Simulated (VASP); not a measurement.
**Run report: HfO2, Born-charge calculation (part 2 of 4)**

HfO2 (P2₁/c, 12 atoms in the cell); Kohn-Sham DFT of a periodic cell, LDA, VASP PAW LDA potentials, recommended, no spin polarisation (VASP 6.6.1); cutoff 600 eV, 4×4×4 k-mesh, Gaussian smearing of 0.02 eV. The structure derives from a Materials Project entry.

Geometry of the input (Å; fractional positions):
```
5.0762  0.0000  -0.0025
0.0000  5.1543  0.0000
-0.8757  0.0000  5.1713
Hf 0.2773  0.4573  0.7077
Hf 0.7227  0.9573  0.7923
Hf 0.7227  0.5427  0.2923
Hf 0.2773  0.0427  0.2077
O  0.4471  0.7418  0.9808
O  0.5529  0.2418  0.5192
O  0.5529  0.2582  0.0192
O  0.4471  0.7582  0.4808
O  0.0711  0.3372  0.3408
O  0.9288  0.8372  0.1592
O  0.9288  0.6628  0.6592
O  0.0712  0.1628  0.8408
```

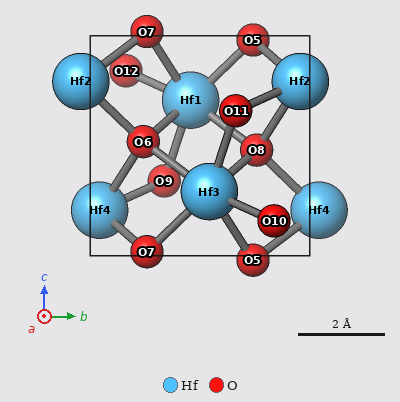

*The input geometry (ball-and-stick view of the cell of the calculation, along the a axis; atoms are numbered from 1 in the order of the input). An atom can appear more than once, as a periodic image.*

**Parts of OUTCAR, continued**
```
 k-point     3 :       0.5000    0.0000   -0.0000
  band No.  band energies     occupation
      1     -26.2349      2.00000
      2     -26.1202      2.00000
      3     -26.0665      2.00000
      4     -26.0583      2.00000
      5     -26.0402      2.00000
      6     -25.9433      2.00000
      7     -25.8983      2.00000
      8     -25.8821      2.00000
      9     -25.8031      2.00000
     10     -25.7988      2.00000
     11     -25.7601      2.00000
     12     -25.7546      2.00000
     13     -14.2603      2.00000
     14     -13.3143      2.00000
     15     -13.3123      2.00000
     16     -13.3004      2.00000
     17     -13.2161      2.00000
     18     -12.6467      2.00000
     19     -12.6171      2.00000
     20     -12.5493      2.00000
     21      -2.7534      2.00000
     22      -2.1331      2.00000
     23      -1.6609      2.00000
     24      -1.5286      2.00000
     25      -1.4315      2.00000
     26      -1.3660      2.00000
     27      -0.6864      2.00000
     28      -0.4116      2.00000
     29      -0.4078      2.00000
     30      -0.1092      2.00000
     31       0.2019      2.00000
     32       0.3629      2.00000
     33       0.7768      2.00000
     34       1.1103      2.00000
     35       1.3308      2.00000
     36       1.3552      2.00000
     37       1.4911      2.00000
     38       1.5953      2.00000
     39       1.7626      2.00000
     40       2.0769      2.00000
     41       2.2856      2.00000
     42       2.4057      2.00000
     43       2.6072      2.00000
     44       2.9555      2.00000
     45       6.9293      0.00000
     46       8.0678      0.00000
     47       8.2072      0.00000
     48       8.2119      0.00000
     49       8.8263      0.00000
     50       8.8350      0.00000
     51       9.0977      0.00000
     52       9.6327      0.00000

 k-point     4 :       0.0000    0.2500    0.0000
  band No.  band energies     occupation
      1     -26.2517      2.00000
      2     -26.2241      2.00000
      3     -26.1690      2.00000
      4     -26.0145      2.00000
      5     -25.9844      2.00000
      6     -25.9018      2.00000
      7     -25.9004      2.00000
      8     -25.8597      2.00000
      9     -25.8000      2.00000
     10     -25.7865      2.00000
     11     -25.7585      2.00000
     12     -25.6823      2.00000
     13     -14.6399      2.00000
     14     -13.4749      2.00000
     15     -13.2340      2.00000
     16     -13.2182      2.00000
     17     -12.8908      2.00000
     18     -12.6958      2.00000
     19     -12.5754      2.00000
     20     -12.5221      2.00000
     21      -2.3788      2.00000
     22      -2.2941      2.00000
     23      -2.0418      2.00000
     24      -1.7468      2.00000
     25      -1.3400      2.00000
     26      -1.1885      2.00000
     27      -0.6488      2.00000
     28      -0.6343      2.00000
     29      -0.4019      2.00000
     30       0.1154      2.00000
     31       0.4127      2.00000
     32       0.5022      2.00000
     33       0.8133      2.00000
     34       0.8722      2.00000
     35       1.2898      2.00000
     36       1.3931      2.00000
     37       1.4082      2.00000
     38       1.7272      2.00000
     39       1.9647      2.00000
     40       2.0293      2.00000
     41       2.1626      2.00000
     42       2.1646      2.00000
     43       2.7618      2.00000
     44       2.8077      2.00000
     45       7.8958      0.00000
     46       8.0451      0.00000
     47       8.1159      0.00000
     48       8.3501      0.00000
     49       8.8244      0.00000
     50       8.8558      0.00000
     51       9.4145      0.00000
     52       9.9554      0.00000

 k-point     5 :       0.2500    0.2500   -0.0000
  band No.  band energies     occupation
      1     -26.2324      2.00000
      2     -26.1808      2.00000
      3     -26.1598      2.00000
      4     -26.0604      2.00000
      5     -25.9802      2.00000
      6     -25.9271      2.00000
      7     -25.8839      2.00000
      8     -25.8596      2.00000
      9     -25.8122      2.00000
     10     -25.7770      2.00000
     11     -25.7632      2.00000
     12     -25.7104      2.00000
     13     -14.4394      2.00000
     14     -13.4516      2.00000
     15     -13.2546      2.00000
     16     -13.2462      2.00000
     17     -12.9560      2.00000
     18     -12.6947      2.00000
     19     -12.6478      2.00000
     20     -12.5681      2.00000
     21      -2.4555      2.00000
     22      -2.0266      2.00000
     23      -1.7620      2.00000
     24      -1.6758      2.00000
     25      -1.3578      2.00000
     26      -1.1494      2.00000
     27      -0.7939      2.00000
     28      -0.6362      2.00000
     29      -0.2262      2.00000
     30      -0.0166      2.00000
     31       0.0831      2.00000
     32       0.6241      2.00000
     33       0.8043      2.00000
     34       0.9585      2.00000
     35       1.1240      2.00000
     36       1.3392      2.00000
     37       1.4394      2.00000
     38       1.7437      2.00000
     39       1.9063      2.00000
     40       1.9800      2.00000
     41       2.1701      2.00000
     42       2.2515      2.00000
     43       2.4170      2.00000
     44       2.7270      2.00000
     45       7.4440      0.00000
     46       7.8701      0.00000
     47       8.1822      0.00000
     48       8.4788      0.00000
     49       8.7658      0.00000
     50       9.1128      0.00000
     51       9.4601      0.00000
     52      10.0440      0.00000

 [... the levels of 18 k-points are left out ...]

 k-point    24 :       0.5000    0.0000    0.5000
  band No.  band energies     occupation
      1     -26.1871      2.00000
      2     -26.1871      2.00000
      3     -26.1027      2.00000
      4     -26.1027      2.00000
      5     -25.9953      2.00000
      6     -25.9953      2.00000
      7     -25.9072      2.00000
      8     -25.9072      2.00000
      9     -25.7859      2.00000
     10     -25.7859      2.00000
     11     -25.7025      2.00000
     12     -25.7025      2.00000
     13     -13.7907      2.00000
     14     -13.7907      2.00000
     15     -13.2371      2.00000
     16     -13.2371      2.00000
     17     -12.9392      2.00000
     18     -12.9392      2.00000
     19     -12.6843      2.00000
     20     -12.6843      2.00000
     21      -1.8928      2.00000
     22      -1.8928      2.00000
     23      -1.4510      2.00000
     24      -1.4510      2.00000
     25      -1.0898      2.00000
     26      -1.0898      2.00000
     27      -0.9815      2.00000
     28      -0.9815      2.00000
     29      -0.6150      2.00000
     30      -0.6150      2.00000
     31       0.5022      2.00000
     32       0.5022      2.00000
     33       0.9559      2.00000
     34       0.9559      2.00000
     35       1.2069      2.00000
     36       1.2069      2.00000
     37       1.6085      2.00000
     38       1.6085      2.00000
     39       1.7116      2.00000
     40       1.7116      2.00000
     41       2.0019      2.00000
     42       2.0019      2.00000
     43       2.5567      2.00000
     44       2.5567      2.00000
     45       7.2918      0.00000
     46       7.2918      0.00000
     47       8.4707      0.00000
     48       8.4708      0.00000
     49       8.6938      0.00000
     50       8.6946      0.00000
     51       9.2964      0.00000
     52       9.2997      0.00000

 [... further k-points ...]

  FORCE on cell =-STRESS in cart. coord.  units (eV):
  Direction    XX          YY          ZZ          XY          YZ          ZX
  --------------------------------------------------------------------------------------
  -------------------------------------------------------------------------------------
  Total       -4.9394532     -5.0109417     -4.8091707      0.0000000      0.0000000     -0.3203555
  in kB      -58.4943377    -59.3409239    -56.9514972      0.0000000      0.0000000     -3.7937359
  external PRESSURE =     -58.2622529 kB  Pullay stress =       0.0000000 kB

 VOLUME and BASIS-vectors are now :
 -----------------------------------------------------------------------------
  energy-cutoff  :      600.00
  volume of cell :      135.29
      direct lattice vectors                 reciprocal lattice vectors
     5.076230000  0.000000000 -0.002480000     0.197012888  0.000000000  0.033359826
     0.000000000  5.154290000  0.000000000     0.000000000  0.194013142  0.000000000
    -0.875650000  0.000000000  5.171320000     0.000094481  0.000000000  0.193390224

 POSITION                                       TOTAL-FORCE (eV/Angst)
 -----------------------------------------------------------------------------------
      0.78803      2.35706      3.65885        -0.040033     -0.025485     -0.023200
      2.97473      4.93420      4.09565         0.040033     -0.025485      0.023200
      3.41255      2.79723      1.50999         0.040033      0.025485      0.023200
      1.22585      0.22009      1.07319        -0.040033      0.025485     -0.023200
      1.41059      3.82356      5.07092         0.070099     -0.001409     -0.010927
      2.35216      1.24641      2.68358        -0.070099     -0.001409      0.010927
      2.78999      1.33073      0.09792        -0.070099      0.001409      0.010927
      1.84842      3.90788      2.48526         0.070099      0.001409     -0.010927
      0.06275      1.73792      1.76221         0.000946      0.002132      0.055708
      4.57565      4.31507      0.82097        -0.000946      0.002132     -0.055708
      4.13783      3.41637      3.40663        -0.000946     -0.002132     -0.055708
     -0.37507      0.83922      4.34787         0.000946     -0.002132      0.055708
 -----------------------------------------------------------------------------------
    total drift:                                0.000000      0.000000     -0.000000

  FREE ENERGIE OF THE ION-ELECTRON SYSTEM (eV)
  ---------------------------------------------------
  free  energy   TOTEN  =      -132.9482341749 eV

  energy  without entropy=     -132.9482341749  energy(sigma->0) =     -132.94823417

 HEAD OF MICROSCOPIC STATIC DIELECTRIC TENSOR (INDEPENDENT PARTICLE, excluding Hartree and local field effects)
 ------------------------------------------------------
           5.257904     0.000000     0.123014
           0.000000     5.239700     0.000000
           0.122959     0.000000     4.927275
 ------------------------------------------------------

 Free energy of the ion-electron system (eV)
  ---------------------------------------------------
  ---------------------------------------------------
  free energy    TOTEN  =        -1.56515382 eV

  energy without entropy =       -1.56515382

------------------------ aborting loop because EDIFF is reached ----------------------------------------

--------------------------------------- Ionic step        2  -------------------------------------------

------------------------ aborting loop because EDIFF is reached ----------------------------------------

--------------------------------------- Ionic step        3  -------------------------------------------

------------------------ aborting loop because EDIFF is reached ----------------------------------------

 PIEZOELECTRIC TENSOR FIELD DIRECTION 3  (e Angst)
 -----------------------------------------------------------------------------
     0.00067  0.00000  0.00125           ( -0.00001  0.00000 -0.00001)
     0.00000 -0.00235  0.00000           (  0.00000 -0.00003  0.00000)
     0.00128  0.00000  0.00072           ( -0.00001  0.00000 -0.00006)

 PIEZOELECTRIC TENSOR FIELD DIRECTION 3  (C/m^2)
 -----------------------------------------------------------------------------
     0.00008  0.00000  0.00015
     0.00000 -0.00028  0.00000
     0.00015  0.00000  0.00009

[... ionic steps 4 to 27 ...]

--------------------------------------- Ionic step       28  -------------------------------------------

------------------------ aborting loop because EDIFF is reached ----------------------------------------

--------------------------------------- Ionic step       29  -------------------------------------------

------------------------ aborting loop because EDIFF is reached ----------------------------------------

--------------------------------------- Ionic step       30  -------------------------------------------

 Free energy of the ion-electron system (eV)
  ---------------------------------------------------
  ---------------------------------------------------
  free energy    TOTEN  =        -0.36706635 eV

  energy without entropy =       -0.36706635

------------------------ aborting loop because EDIFF is reached ----------------------------------------

 INTERNAL STRAIN TENSOR  FOR ION    9  DIRECTION 3   (eV/Angst):
 -----------------------------------------------------------------------------
     1.98023  3.86073  2.26654
     3.84431 -0.77677  0.16823
     2.26506  0.20372  8.49966

 MACROSCOPIC STATIC DIELECTRIC TENSOR (including local field effects in DFT)
 ------------------------------------------------------
           5.010617     0.000000     0.139581
           0.000000     5.031559     0.000000
           0.139537     0.000000     4.716811
 ------------------------------------------------------

 PIEZOELECTRIC TENSOR (including local field effects)  for field in x, y, z        (e  Angst)
          XX          YY          ZZ          XY          YZ          ZX
  --------------------------------------------------------------------------------
  x     0.00000     0.00000     0.00000     0.00000     0.00000     0.00000
  y     0.00000     0.00000     0.00000     0.00000     0.00000     0.00000
  z     0.00000     0.00000     0.00000     0.00000     0.00000     0.00000

 PIEZOELECTRIC TENSOR (including local field effects)  for field in x, y, z        (C/m^2)
          XX          YY          ZZ          XY          YZ          ZX
  --------------------------------------------------------------------------------
  x     0.00000     0.00000     0.00000     0.00000     0.00000     0.00000
  y     0.00000     0.00000     0.00000     0.00000     0.00000     0.00000
  z     0.00000     0.00000     0.00000     0.00000     0.00000     0.00000

 BORN EFFECTIVE CHARGES (including local field effects) (in |e|, cummulative output)
 ---------------------------------------------------------------------------------
 ion    1
    1     5.32147     0.38424     0.21953
    2     0.14180     5.30886    -0.17069
    3     0.23173    -0.35566     4.77812
 ion    2
    1     5.32147    -0.38424     0.21953
    2    -0.14180     5.30886     0.17069
    3     0.23173     0.35566     4.77812
 ion    3
    1     5.32147     0.38424     0.21953
    2     0.14180     5.30886    -0.17069
    3     0.23173    -0.35566     4.77812
 ion    4
    1     5.32147    -0.38424     0.21953
    2    -0.14180     5.30886     0.17069
    3     0.23173     0.35566     4.77812
 ion    5
    1    -2.37823    -0.10647     0.00262
    2    -0.17397    -2.72537    -0.35114
    3    -0.04423    -0.41963    -2.53327
 ion    6
    1    -2.37823     0.10647     0.00262
    2     0.17397    -2.72537     0.35114
    3    -0.04423     0.41963    -2.53327
 ion    7
    1    -2.37823    -0.10647     0.00262
    2    -0.17397    -2.72537    -0.35114
    3    -0.04423    -0.41963    -2.53327
 ion    8
    1    -2.37823     0.10647     0.00262
    2     0.17397    -2.72537     0.35114
    3    -0.04423     0.41963    -2.53327
 ion    9
    1    -2.94324     1.04654    -0.22216
    2     1.28740    -2.58349    -0.65397
    3    -0.18750    -0.65753    -2.24485
 ion   10
    1    -2.94324    -1.04654    -0.22216
    2    -1.28740    -2.58349     0.65397
    3    -0.18750     0.65753    -2.24485
 ion   11
    1    -2.94324     1.04654    -0.22216
    2     1.28740    -2.58349    -0.65397
    3    -0.18750    -0.65753    -2.24485
 ion   12
    1    -2.94324    -1.04654    -0.22216
    2    -1.28740    -2.58349     0.65397
    3    -0.18750     0.65753    -2.24485

 INTERNAL STRAIN TENSOR FOR ION    9 for displacements in x,y,z  (eV/Angst):
          X           Y           Z          XY          YZ          ZX
  --------------------------------------------------------------------------------
  x     0.73788    -0.05590     1.25236     0.29355     2.71606     3.33470
  y    -0.87265     0.57013    -0.63475     1.33097    -2.83523     0.95713
  z     1.98023    -0.77677     8.49966     3.84431     0.20372     2.26654
```
